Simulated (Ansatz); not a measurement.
A series of calculations on Si₆₃O

### Relaxation

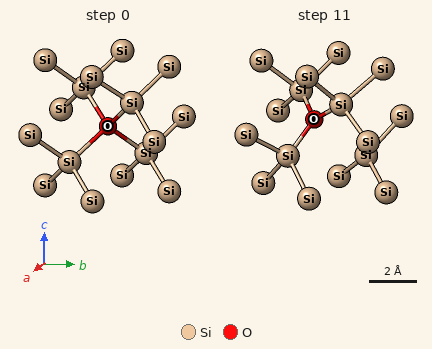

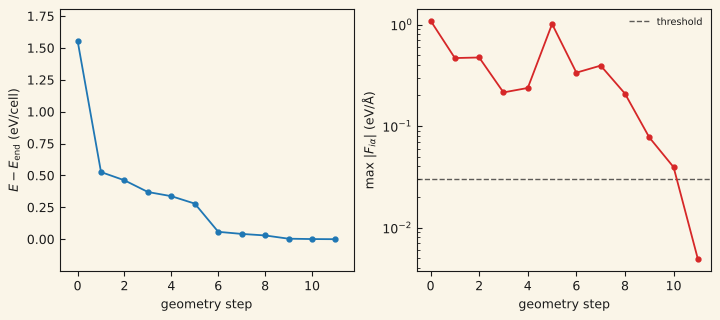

First and last geometry of a relaxation of a defect cell of composition Si63O (cell charge +1), with the history of the run. Style: ball-and-stick. Shown: the atoms within 4.2 Å of the atom that moves most (axes of the cell of the calculation (origin shifted)), slightly off an axis.

Level of theory: DFT, PBEsol, PAW, plane waves (Ansatz). (plane-wave cutoff 420 eV; k-point mesh 1 × 1 × 1; mesh shifted by (0.25, 0.25, 0.25); collinear spin; atoms relaxed in a fixed cell; force threshold 0.03 eV/Å; at most 80 steps)

Did the run converge, and what did it change?

Answer. It converged. The energy falls by 1.558 eV per cell of the calculation in 11 geometry steps. Largest force component: 1.1 eV/Å at the start, 0.0049 eV/Å at the end. The O atom moves most: 0.62 Å along [1 −1 1]. Largest moves by element: O 0.62 Å, Si 0.36 Å. The cell stays as it was. Near-neighbour distances that change, for instance: O–Si 2.332 → 3.185 Å, O–Si 2.397 → 1.901 Å, O–Si 2.349 → 1.949 Å, Si–Si 2.307 → 2.422 Å. Bond angles that change, for instance: Si–Si–Si 111.3° → 102.0°, Si–Si–Si 108.7° → 101.8°, Si–Si–Si 108.6° → 114.2°.

Limits of the set-up: the cell is charged, on a uniform background, and energies carry no finite-size correction.

### Relaxation

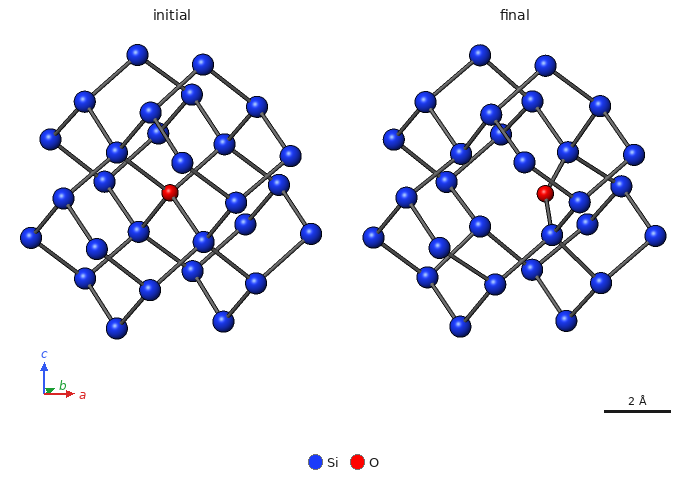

The structure of a defect cell of composition Si$_{63}$O (cell charge −1) before (left) and after (right) a relaxation, at one scale.

A ball-and-stick model of the atoms within 5.0 Å of the atom that moves most (axes of the cell of the calculation (origin shifted)), seen slightly off an axis.

The calculation used Ansatz 0.2.0, DFT, PBEsol, PAW, plane waves. (plane-wave cutoff 420 eV; k-point mesh 1 × 1 × 1; mesh shifted by (0.25, 0.25, 0.25); collinear spin; atoms relaxed in a fixed cell; force threshold 0.03 eV/Å; at most 80 steps)

### Summarise the run.

The largest move is that of the O atom, 1.03 Å along +a. By element the largest moves are O 1.03 Å, Si 0.35 Å. The cell stays as it was. Among the contacts that change: O–Si 2.397 → 1.700 Å, O–Si 2.349 → 1.688 Å, O–Si 2.332 → 2.944 Å, Si–Si 2.313 → 2.435 Å. Among the angles between lasting bonds that change: Si–Si–Si 111.3° → 103.5°, Si–Si–Si 110.0° → 103.5°, Si–Si–Si 108.7° → 102.9°. After 14 geometry steps the energy has fallen by 2.123 eV per cell of the calculation. Largest force component: 1.1 eV/Å at the start, 0.0057 eV/Å at the end. The run took 25 s on 1 × NVIDIA GB300 Max-Q with 8 threads of Arm Neoverse-V2, peak memory 1.9 GiB.

Limits of the set-up: the cell is charged, on a uniform background, and energies carry no finite-size correction.

### Defect

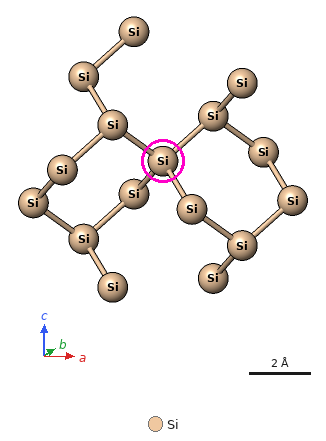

Perfect Si. A ball-and-stick model of the atoms within 4.6 Å of one point, in a slice 4.2 Å thick across the line of sight, seen slightly off an axis.

Theory: Ansatz 0.2.0, DFT, PBEsol, PAW, plane waves. Settings: plane-wave cutoff 420 eV; k-point mesh 1 × 1 × 1; mesh shifted by (0.25, 0.25, 0.25); collinear spin. Fermi-Dirac smearing of 0.01 eV. A uniform background neutralises the charged cell. The axes drawn are those of the host's conventional cell.

A silicon atom is replaced by oxygen at the ringed place, in charge state +1. The supercell has 64 sites, and the atoms are relaxed at the host's cell.

### How do the neighbours respond?

In the host the Si atom has 4 Si at 2.35 Å; the O atom ends with 3 Si at 1.90 to 1.95 Å. Of the host's atoms, a silicon atom moves furthest from its site, by 0.32 Å. The O atom itself moves 0.59 Å from where it was put. The cell's net moment is 1.00 μB.

The relaxed defect, seen from the same direction:

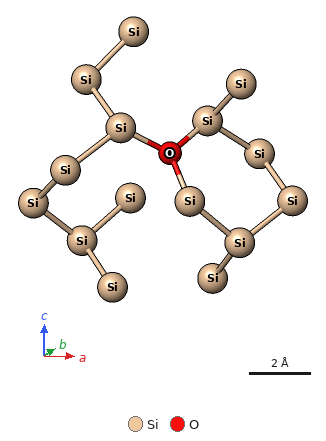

Limits of the set-up: the cell is charged, on a uniform background, and energies carry no finite-size correction.
